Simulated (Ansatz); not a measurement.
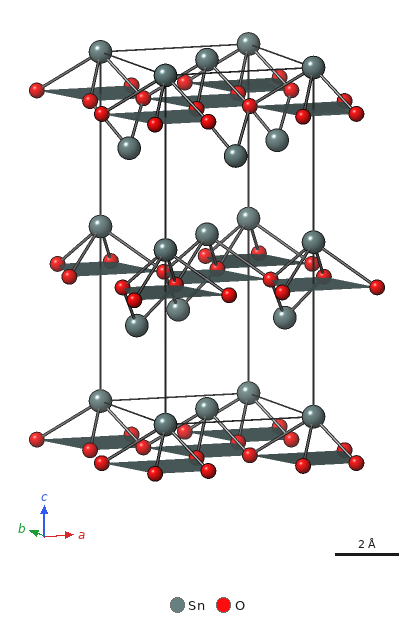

Figure 1. The starting structure (polyhedral view of the cell 2 times as large as that of the calculation, set on its symmetry axes, seen slightly off an axis; polyhedra are completed across the faces of the cell).

**SnO: geometry relaxation (part 1 of 3)**

The run: geometry relaxation of SnO (Cmc2₁, 8 atoms in the cell). Method and program: DFT with r2SCAN, PAW plane waves, no spin polarisation (Ansatz 0.2.0).

The structure derives from an entry of the Crystallography Open Database.

## What the program printed
```
Engine: ansatz 0.2.0, aarch64-unknown-linux-gnu
Pseudopotentials: kind: paw
Pseudopotential: Sn, paw, valence charge 14, recommended cutoff 500 eV (meta_gga), Sn.paw.azcp
Pseudopotential: O, paw, valence charge 6, recommended cutoff 500 eV (meta_gga), O.paw.azcp
Functional definition: r2SCAN
  parameter k0 = 0.174
  parameter k1 = 0.065
  parameter a1 = 4.9479
  exchange = r2scan_x(k0 = k0, k1 = k1, a1 = a1)
  correlation = r2scan_c
Crystal: 8 atoms, lattice volume = 164.962 Å³
Basis set: ecut = 500 eV, 4183 PW (Γ), exchange–correlation on 120×120×360 points (64 copies of the dense FFT grid, shifted against one another)
Bands: 48, of which v1, the nominal top of the filled ones, is band 40 counted from 1 (39 counted from 0)
Symmetry: 4 space group operations
Space group: Cmc21 (ITA 36), of the structure as read, at distance tolerance 1.6e-3 Å
k-points: 18 of 50
Non-local potential: Sn, projectors of the file, l = 0: 2, l = 1: 2, l = 2: 2, l = 3: 2
Non-local potential: O, projectors of the file, l = 0: 2, l = 1: 2, l = 2: 1
PAW form: soft (Blöchl's): semilocal exchange-correlation on the pseudo side does not see the compensation charge
PAW frozen core: Sn, regenerated for the run's functional (the file was generated under x = pbe(κ = 0.804, μ = 0.2195149727645171), c = pbe(β = 0.06672455060314922))
PAW frozen core: O, regenerated for the run's functional (the file was generated under x = pbe(κ = 0.804, μ = 0.2195149727645171), c = pbe(β = 0.06672455060314922))
PAW one-centre angular grid: Sn, 590 points (default); XC on 249 of its mesh's 2787 points in the sphere
PAW one-centre angular grid: O, 302 points (default); XC on 160 Gauss nodes
Initial density: superposition of atomic densities (neutral atoms: chi_scale 0, normalization atom), corrected by the library's trained network
Initial wavefunctions: pseudopotential atomic-orbital guess
Functional: x = r2scan, c = r2scan; τ floored in thin density (d = 2e-4 eV/Å³)
SCF iter   1: F=—  HF=-26421.293457 eV  |F-HF|=—  |Δ(HF+E_count)|=         —  Δρ=2.07e-2  dr2=8.08e-1  dr2_τ=3.67e-1  ethr=1.77e-3  ⟨swp⟩=6.4  Hψ=3386  notcnv=0
preconditioner: auto → LDOS  [insulator: Δε(μ)=0.248 eV  Ē_g=17.888 eV  σ=0.100 eV  W_gap=0.51  n_scr=42 (ndim 8)  ℏωp=25.9 eV  f_vac=0.034  D(μ)=1.17/eV (n_scr^D=4)  ε∞_Penn≈3.1  β→1.0]
SCF iter   2: F=—  HF=-26421.485177 eV  |F-HF|=—  |Δ(HF+E_count)|=   1.92e-1  Δρ=2.38e-2  dr2=1.27e0  dr2_τ=1.29e-1  ethr=1.01e-3  ⟨swp⟩=3.0  Hψ=1585  notcnv=0  defer=3
SCF iter   3: F=—  HF=-26421.337912 eV  |F-HF|=—  |Δ(HF+E_count)|=   1.47e-1  Δρ=4.50e-3  dr2=4.30e-2  dr2_τ=3.18e-3  ethr=1.01e-3  ⟨swp⟩=2.2  Hψ=1246  notcnv=0  defer=3
SCF iter   4: F=—  HF=-26421.334375 eV  |F-HF|=—  |Δ(HF+E_count)|=   3.54e-3  Δρ=6.03e-4  dr2=4.73e-4  dr2_τ=4.10e-5  ethr=5.37e-5  ⟨swp⟩=1.2  Hψ=992  notcnv=0  defer=2
SCF iter   5: F=—  HF=-26421.334399 eV  |F-HF|=—  |Δ(HF+E_count)|=   2.39e-5  Δρ=1.42e-4  dr2=2.79e-5  dr2_τ=4.08e-6  ethr=5.91e-7  ⟨swp⟩=2.0  Hψ=1587  notcnv=0  defer=2
SCF iter   6: F=—  HF=-26421.334379 eV  |F-HF|=—  |Δ(HF+E_count)|=   2.07e-5  Δρ=4.08e-5  dr2=1.80e-6  dr2_τ=2.75e-7  ethr=3.49e-8  ⟨swp⟩=3.0  Hψ=1806  notcnv=0  defer=2
SCF iter   7: F=—  HF=-26421.334380 eV  |F-HF|=—  |Δ(HF+E_count)|=   1.59e-6  Δρ=1.76e-5  dr2=5.20e-7  dr2_τ=2.37e-8  ethr=2.25e-9  ⟨swp⟩=2.0  Hψ=1438  notcnv=0  defer=2
SCF iter   8: F=-26421.334380 eV  HF=-26421.334380 eV  |F-HF|=8.77e-9  |Δ(HF+E_count)|=   1.52e-7  Δρ=2.40e-6  dr2=1.01e-8  dr2_τ=3.91e-10  ethr=1.25e-10  ⟨swp⟩=8.6  Hψ=5898  notcnv=0
SCF 1 converged in 8 iterations: F = -26421.334380 eV  dr2 = 1.01e-8
  greatest PAW one-centre occupation: 0.993 electrons in one spin orbital (limit 2), on the Sn atom at site 0 (counted from 0), in its partial waves of l = 2
relax step   1: F+E_penalty+E_count = -26421.33438028 eV  Δ(F+E_penalty+E_count) = +0.000e0 eV  max|allowed force component| = 8.444e0 eV/Å  Δτ_max = 0.0000 Å  P = +3.723 GPa  Ω = 164.962 Å³  (8 SCF iters, dr2 threshold 1.00e-7 eV, accepted)
Crystal: 8 atoms, lattice volume = 157.802 Å³
Basis set: ecut = 500 eV, 3961 PW (Γ), exchange–correlation on 120×120×360 points (64 copies of the dense FFT grid, shifted against one another)
Initial density: handed on by an earlier stage of this run
Initial wavefunctions: those handed on with the density
iter 1 solved again at ethr=8.64e-4 eV; its pass at ethr=3.10e-3 eV (dr2=6.91e-1 eV) is discarded
SCF iter   1: F=—  HF=-26426.437993 eV  |F-HF|=—  |Δ(HF+E_count)|=         —  Δρ=2.42e-2  dr2=6.96e-1  dr2_τ=7.19e0  ethr=8.64e-4  ⟨swp⟩=1.0  Hψ=4662  notcnv=0
preconditioner: auto → Resta (q_TF=auto, 2.436 Å⁻¹)  ε∞=3.0  [insulator: Δε(μ)=1.445 eV  Ē_g=18.713 eV  σ=0.100 eV  W_gap=1.00  n_scr=42 (ndim 8)  ℏωp=26.4 eV  f_vac=0.040  D(μ)=0.00/eV (n_scr^D=0)  ε∞_Penn≈3.0]
SCF iter   2: F=—  HF=-26427.690021 eV  |F-HF|=—  |Δ(HF+E_count)|=    1.25e0  Δρ=1.13e-2  dr2=1.44e-1  dr2_τ=2.34e-2  ethr=8.64e-4  ⟨swp⟩=3.8  Hψ=2008  notcnv=0
SCF iter   3: F=—  HF=-26427.690828 eV  |F-HF|=—  |Δ(HF+E_count)|=   8.06e-4  Δρ=6.13e-3  dr2=4.44e-2  dr2_τ=1.81e-3  ethr=1.80e-4  ⟨swp⟩=2.2  Hψ=1183  notcnv=0  defer=3
SCF iter   4: F=—  HF=-26427.698494 eV  |F-HF|=—  |Δ(HF+E_count)|=   7.67e-3  Δρ=2.13e-3  dr2=6.30e-3  dr2_τ=1.02e-3  ethr=5.56e-5  ⟨swp⟩=2.1  Hψ=1315  notcnv=0  defer=3
SCF iter   5: F=—  HF=-26427.697052 eV  |F-HF|=—  |Δ(HF+E_count)|=   1.44e-3  Δρ=5.43e-4  dr2=4.69e-4  dr2_τ=1.58e-5  ethr=7.88e-6  ⟨swp⟩=3.0  Hψ=1576  notcnv=0  defer=3
SCF iter   6: F=—  HF=-26427.697073 eV  |F-HF|=—  |Δ(HF+E_count)|=   2.07e-5  Δρ=9.86e-5  dr2=1.92e-5  dr2_τ=9.42e-7  ethr=5.86e-7  ⟨swp⟩=2.3  Hψ=1254  notcnv=0  defer=6
SCF iter   7: F=—  HF=-26427.697082 eV  |F-HF|=—  |Δ(HF+E_count)|=   9.07e-6  Δρ=2.45e-5  dr2=1.02e-6  dr2_τ=6.13e-8  ethr=2.40e-8  ⟨swp⟩=2.0  Hψ=1505  notcnv=0  defer=6
SCF iter   8: F=-26427.697082 eV  HF=-26427.697082 eV  |F-HF|=2.66e-8  |Δ(HF+E_count)|=   5.21e-7  Δρ=6.94e-6  dr2=8.26e-8  dr2_τ=7.23e-9  ethr=1.00e-9  ⟨swp⟩=13.4  Hψ=7099  notcnv=0
SCF 2 converged in 8 iterations: F = -26427.697082 eV  dr2 = 8.26e-8
  greatest PAW one-centre occupation: 0.994 electrons in one spin orbital (limit 2), on the Sn atom at site 1 (counted from 0), in its partial waves of l = 2
relax step   2: F+E_penalty+E_count = -26427.69708224 eV  Δ(F+E_penalty+E_count) = -6.363e0 eV  max|allowed force component| = 3.296e0 eV/Å  Δτ_max = 0.1917 Å  P = +1.310 GPa  Ω = 157.802 Å³  energy of the carried Pulay correction = +1.666e-3 eV  (8 SCF iters, dr2 threshold 8.00e-7 eV, accepted)
Crystal: 8 atoms, lattice volume = 151.422 Å³
Basis set: ecut = 500 eV, 3835 PW (Γ), exchange–correlation on 120×120×360 points (64 copies of the dense FFT grid, shifted against one another)
iter 1 solved again at ethr=1.94e-4 eV; its pass at ethr=3.10e-3 eV (dr2=1.55e-1 eV) is discarded
SCF iter   1: F=—  HF=-26428.438110 eV  |F-HF|=—  |Δ(HF+E_count)|=         —  Δρ=1.32e-2  dr2=1.57e-1  dr2_τ=2.57e0  ethr=1.94e-4  ⟨swp⟩=1.6  Hψ=4669  notcnv=0
preconditioner: auto → Resta (q_TF=auto, 2.453 Å⁻¹)  ε∞=3.0  [insulator: Δε(μ)=1.366 eV  Ē_g=19.070 eV  σ=0.100 eV  W_gap=1.00  n_scr=44 (ndim 8)  ℏωp=27.0 eV  f_vac=0.045  D(μ)=0.00/eV (n_scr^D=0)  ε∞_Penn≈3.0]
SCF iter   2: F=—  HF=-26429.043392 eV  |F-HF|=—  |Δ(HF+E_count)|=   6.05e-1  Δρ=6.61e-3  dr2=4.32e-2  dr2_τ=2.70e-3  ethr=1.94e-4  ⟨swp⟩=2.9  Hψ=1802  notcnv=0
SCF iter   3: F=—  HF=-26429.047630 eV  |F-HF|=—  |Δ(HF+E_count)|=   4.24e-3  Δρ=2.52e-3  dr2=7.64e-3  dr2_τ=4.46e-4  ethr=5.40e-5  ⟨swp⟩=2.5  Hψ=1234  notcnv=0
SCF iter   4: F=—  HF=-26429.049306 eV  |F-HF|=—  |Δ(HF+E_count)|=   1.68e-3  Δρ=8.76e-4  dr2=1.01e-3  dr2_τ=1.29e-4  ethr=9.55e-6  ⟨swp⟩=2.2  Hψ=1248  notcnv=0
SCF iter   5: F=—  HF=-26429.049192 eV  |F-HF|=—  |Δ(HF+E_count)|=   1.14e-4  Δρ=3.00e-4  dr2=9.55e-5  dr2_τ=1.14e-5  ethr=1.26e-6  ⟨swp⟩=2.0  Hψ=1219  notcnv=0
SCF iter   6: F=—  HF=-26429.049199 eV  |F-HF|=—  |Δ(HF+E_count)|=   7.27e-6  Δρ=6.96e-5  dr2=7.56e-6  dr2_τ=3.44e-7  ethr=1.19e-7  ⟨swp⟩=2.0  Hψ=1162  notcnv=0
SCF iter   7: F=-26429.049204 eV  HF=-26429.049204 eV  |F-HF|=2.24e-7  |Δ(HF+E_count)|=   4.84e-6  Δρ=1.42e-5  dr2=3.14e-7  dr2_τ=1.85e-8  ethr=1.00e-9  ⟨swp⟩=11.3  Hψ=7181  notcnv=0
SCF 3 converged in 7 iterations: F = -26429.049204 eV  dr2 = 3.14e-7
relax step   3: F+E_penalty+E_count = -26429.04920385 eV  Δ(F+E_penalty+E_count) = -1.352e0 eV  max|allowed force component| = 8.630e-1 eV/Å  Δτ_max = 0.1212 Å  P = +3.798 GPa  Ω = 151.422 Å³  energy of the carried Pulay correction = +3.214e-3 eV  (7 SCF iters, dr2 threshold 8.00e-7 eV, accepted)
Crystal: 8 atoms, lattice volume = 151.569 Å³
Basis set: ecut = 500 eV, 3855 PW (Γ), exchange–correlation on 120×120×360 points (64 copies of the dense FFT grid, shifted against one another)
iter 1 solved again at ethr=1.38e-4 eV; its pass at ethr=3.10e-3 eV (dr2=1.11e-1 eV) is discarded
SCF iter   1: F=—  HF=-26428.996094 eV  |F-HF|=—  |Δ(HF+E_count)|=         —  Δρ=1.03e-2  dr2=1.13e-1  dr2_τ=1.12e0  ethr=1.38e-4  ⟨swp⟩=1.9  Hψ=4455  notcnv=0
preconditioner: auto → Resta (q_TF=auto, 2.453 Å⁻¹)  ε∞=3.0  [insulator: Δε(μ)=1.208 eV  Ē_g=18.949 eV  σ=0.100 eV  W_gap=0.99  n_scr=48 (ndim 8)  ℏωp=27.0 eV  f_vac=0.045  D(μ)=0.00/eV (n_scr^D=0)  ε∞_Penn≈3.0]
SCF iter   2: F=—  HF=-26429.347944 eV  |F-HF|=—  |Δ(HF+E_count)|=   3.52e-1  Δρ=4.38e-3  dr2=1.59e-2  dr2_τ=1.31e-3  ethr=1.38e-4  ⟨swp⟩=2.9  Hψ=1782  notcnv=0
SCF iter   3: F=—  HF=-26429.351126 eV  |F-HF|=—  |Δ(HF+E_count)|=   3.18e-3  Δρ=1.78e-3  dr2=3.30e-3  dr2_τ=2.36e-4  ethr=1.99e-5  ⟨swp⟩=2.8  Hψ=1395  notcnv=0
SCF iter   4: F=—  HF=-26429.352710 eV  |F-HF|=—  |Δ(HF+E_count)|=   1.58e-3  Δρ=9.52e-4  dr2=1.20e-3  dr2_τ=1.67e-4  ethr=4.12e-6  ⟨swp⟩=2.0  Hψ=1199  notcnv=0
SCF iter   5: F=—  HF=-26429.352563 eV  |F-HF|=—  |Δ(HF+E_count)|=   1.47e-4  Δρ=1.99e-4  dr2=4.47e-5  dr2_τ=2.07e-6  ethr=1.49e-6  ⟨swp⟩=2.0  Hψ=1194  notcnv=0
SCF iter   6: F=—  HF=-26429.352557 eV  |F-HF|=—  |Δ(HF+E_count)|=   6.28e-6  Δρ=3.49e-5  dr2=1.85e-6  dr2_τ=1.27e-7  ethr=5.59e-8  ⟨swp⟩=2.4  Hψ=1511  notcnv=0
SCF iter   7: F=-26429.352559 eV  HF=-26429.352559 eV  |F-HF|=5.10e-8  |Δ(HF+E_count)|=   1.67e-6  Δρ=1.37e-5  dr2=3.02e-7  dr2_τ=1.43e-8  ethr=1.00e-9  ⟨swp⟩=13.3  Hψ=7202  notcnv=0
SCF 4 converged in 7 iterations: F = -26429.352559 eV  dr2 = 3.02e-7
  greatest PAW one-centre occupation: 0.994 electrons in one spin orbital (limit 2), on the Sn atom at site 0 (counted from 0), in its partial waves of l = 2
relax step   4: F+E_penalty+E_count = -26429.35255892 eV  Δ(F+E_penalty+E_count) = -3.034e-1 eV  max|allowed force component| = 1.112e-1 eV/Å  Δτ_max = 0.1065 Å  P = +0.043 GPa  Ω = 151.569 Å³  energy of the carried Pulay correction = +3.177e-3 eV  (7 SCF iters, dr2 threshold 8.00e-7 eV, accepted)
Crystal: 8 atoms, lattice volume = 148.661 Å³
Basis set: ecut = 500 eV, 3757 PW (Γ), exchange–correlation on 120×120×360 points (64 copies of the dense FFT grid, shifted against one another)
iter 1 solved again at ethr=1.14e-4 eV; its pass at ethr=3.10e-3 eV (dr2=9.08e-2 eV) is discarded
SCF iter   1: F=—  HF=-26429.238851 eV  |F-HF|=—  |Δ(HF+E_count)|=         —  Δρ=9.30e-3  dr2=9.15e-2  dr2_τ=1.00e0  ethr=1.14e-4  ⟨swp⟩=1.3  Hψ=4724  notcnv=0
preconditioner: auto → Resta (q_TF=auto, 2.461 Å⁻¹)  ε∞=3.1  [insulator: Δε(μ)=0.995 eV  Ē_g=18.968 eV  σ=0.100 eV  W_gap=0.98  n_scr=40 (ndim 8)  ℏωp=27.2 eV  f_vac=0.033  D(μ)=0.01/eV (n_scr^D=0)  ε∞_Penn≈3.1]
SCF iter   2: F=—  HF=-26429.366213 eV  |F-HF|=—  |Δ(HF+E_count)|=   1.27e-1  Δρ=4.01e-3  dr2=1.23e-2  dr2_τ=1.08e-3  ethr=1.14e-4  ⟨swp⟩=2.4  Hψ=1749  notcnv=0
SCF iter   3: F=—  HF=-26429.369170 eV  |F-HF|=—  |Δ(HF+E_count)|=   2.96e-3  Δρ=1.63e-3  dr2=2.33e-3  dr2_τ=2.24e-4  ethr=1.54e-5  ⟨swp⟩=2.4  Hψ=1164  notcnv=0
SCF iter   4: F=—  HF=-26429.370580 eV  |F-HF|=—  |Δ(HF+E_count)|=   1.41e-3  Δρ=5.37e-4  dr2=3.81e-4  dr2_τ=5.00e-5  ethr=2.92e-6  ⟨swp⟩=2.0  Hψ=1223  notcnv=0
SCF iter   5: F=—  HF=-26429.370512 eV  |F-HF|=—  |Δ(HF+E_count)|=   6.79e-5  Δρ=1.45e-4  dr2=2.38e-5  dr2_τ=2.45e-6  ethr=4.76e-7  ⟨swp⟩=2.0  Hψ=1200  notcnv=0
SCF iter   6: F=—  HF=-26429.370523 eV  |F-HF|=—  |Δ(HF+E_count)|=   1.14e-5  Δρ=3.14e-5  dr2=1.36e-6  dr2_τ=7.80e-8  ethr=2.97e-8  ⟨swp⟩=2.7  Hψ=1587  notcnv=0
SCF iter   7: F=-26429.370525 eV  HF=-26429.370525 eV  |F-HF|=1.15e-7  |Δ(HF+E_count)|=   1.54e-6  Δρ=1.07e-5  dr2=1.86e-7  dr2_τ=7.73e-9  ethr=9.66e-10  ⟨swp⟩=12.7  Hψ=7011  notcnv=0
SCF 5 converged in 7 iterations: F = -26429.370525 eV  dr2 = 1.86e-7
  greatest PAW one-centre occupation: 0.994 electrons in one spin orbital (limit 2), on the Sn atom at site 3 (counted from 0), in its partial waves of l = 2
relax step   5: F+E_penalty+E_count = -26429.37052469 eV  Δ(F+E_penalty+E_count) = -1.797e-2 eV  max|allowed force component| = 2.176e-2 eV/Å  Δτ_max = 0.0840 Å  P = -0.235 GPa  Ω = 148.661 Å³  energy of the carried Pulay correction = +3.903e-3 eV  (7 SCF iters, dr2 threshold 7.73e-7 eV, accepted)
Crystal: 8 atoms, lattice volume = 143.284 Å³
Basis set: ecut = 500 eV, 3621 PW (Γ), exchange–correlation on 120×120×360 points (64 copies of the dense FFT grid, shifted against one another)
iter 1 solved again at ethr=3.20e-5 eV; its pass at ethr=3.10e-3 eV (dr2=2.56e-2 eV) is discarded
SCF iter   1: F=—  HF=-26429.318588 eV  |F-HF|=—  |Δ(HF+E_count)|=         —  Δρ=4.96e-3  dr2=2.69e-2  dr2_τ=2.71e-1  ethr=3.20e-5  ⟨swp⟩=2.0  Hψ=4368  notcnv=0
preconditioner: auto → Resta (q_TF=auto, 2.476 Å⁻¹)  ε∞=3.1  [insulator: Δε(μ)=0.657 eV  Ē_g=19.007 eV  σ=0.100 eV  W_gap=0.92  n_scr=38 (ndim 8)  ℏωp=27.7 eV  f_vac=0.023  D(μ)=0.06/eV (n_scr^D=0)  ε∞_Penn≈3.1]
SCF iter   2: F=—  HF=-26429.384626 eV  |F-HF|=—  |Δ(HF+E_count)|=   6.60e-2  Δρ=2.58e-3  dr2=6.75e-3  dr2_τ=3.59e-4  ethr=3.20e-5  ⟨swp⟩=2.1  Hψ=1730  notcnv=0
SCF iter   3: F=—  HF=-26429.385647 eV  |F-HF|=—  |Δ(HF+E_count)|=   1.02e-3  Δρ=1.10e-3  dr2=1.32e-3  dr2_τ=1.62e-4  ethr=8.44e-6  ⟨swp⟩=2.0  Hψ=1152  notcnv=0
SCF iter   4: F=—  HF=-26429.386028 eV  |F-HF|=—  |Δ(HF+E_count)|=   3.80e-4  Δρ=4.28e-4  dr2=1.98e-4  dr2_τ=4.05e-5  ethr=1.65e-6  ⟨swp⟩=2.0  Hψ=1198  notcnv=0
SCF iter   5: F=—  HF=-26429.386020 eV  |F-HF|=—  |Δ(HF+E_count)|=   8.17e-6  Δρ=1.06e-4  dr2=1.27e-5  dr2_τ=6.58e-7  ethr=2.47e-7  ⟨swp⟩=2.0  Hψ=1212  notcnv=0
SCF iter   6: F=-26429.386036 eV  HF=-26429.386035 eV  |F-HF|=7.47e-7  |Δ(HF+E_count)|=   1.51e-5  Δρ=2.47e-5  dr2=7.29e-7  dr2_τ=4.55e-8  ethr=1.00e-9  ⟨swp⟩=11.1  Hψ=6994  notcnv=0
SCF 6 converged in 6 iterations: F = -26429.386036 eV  dr2 = 7.29e-7
  greatest PAW one-centre occupation: 0.994 electrons in one spin orbital (limit 2), on the Sn atom at site 2 (counted from 0), in its partial waves of l = 2
relax step   6: F+E_penalty+E_count = -26429.38603550 eV  Δ(F+E_penalty+E_count) = -1.551e-2 eV  max|allowed force component| = 1.012e-1 eV/Å  Δτ_max = 0.0533 Å  P = -0.101 GPa  Ω = 143.284 Å³  energy of the carried Pulay correction = +5.281e-3 eV  (6 SCF iters, dr2 threshold 8.00e-7 eV, accepted)
Crystal: 8 atoms, lattice volume = 143.470 Å³
Basis set: ecut = 500 eV, 3627 PW (Γ), exchange–correlation on 120×120×360 points (64 copies of the dense FFT grid, shifted against one another)
iter 1 solved again at ethr=6.94e-6 eV; its pass at ethr=3.10e-3 eV (dr2=5.55e-3 eV) is discarded
```
